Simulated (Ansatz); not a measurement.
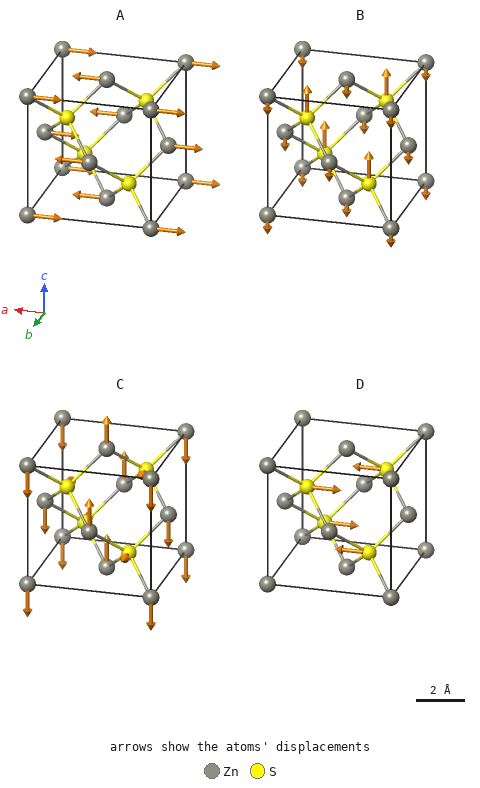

Four modes of crystalline ZnS at the zone centre of a doubled cell, in no order (one member of each degenerate set). The orange arrows are the displacements of the atoms (eigenvector over the root of the mass), of arbitrary overall length and sign. A ball-and-stick model of the conventional cell (2 times the calculation's cell), seen from a free direction. Lengths and directions refer to the drawn axes.

These are results of DFT r2SCAN, scalar-relativistic, plane waves, PAW in Ansatz 0.2.0, not measurements. Set-up: plane-wave cutoff 500 eV; k-point mesh 6 × 6 × 4; occupations gaussian; smearing width 0.05 eV; no spin polarisation.

Frequencies are those without the non-analytic (LO–TO) term.

**Rank the modes by frequency, softest first.**

C (94 cm⁻¹), A (210 cm⁻¹), B (268 cm⁻¹), D (323 cm⁻¹). C, doubly degenerate: Atoms of one kind move against one another, with no net shift of any sublattice; it mainly bends the S–Zn bonds; the kinetic energy is shared as Zn 85 %, S 15 %. A, non-degenerate: The S atoms stay at rest; all motion is along a; atoms of one kind move against one another, with no net shift of their sublattice. B, triply degenerate: The S sublattice moves against the Zn sublattice, along c; the kinetic energy is shared as S 67 %, Zn 33 %. D, non-degenerate: The Zn atoms stay at rest; all motion is along a; atoms of one kind move against one another, with no net shift of their sublattice.
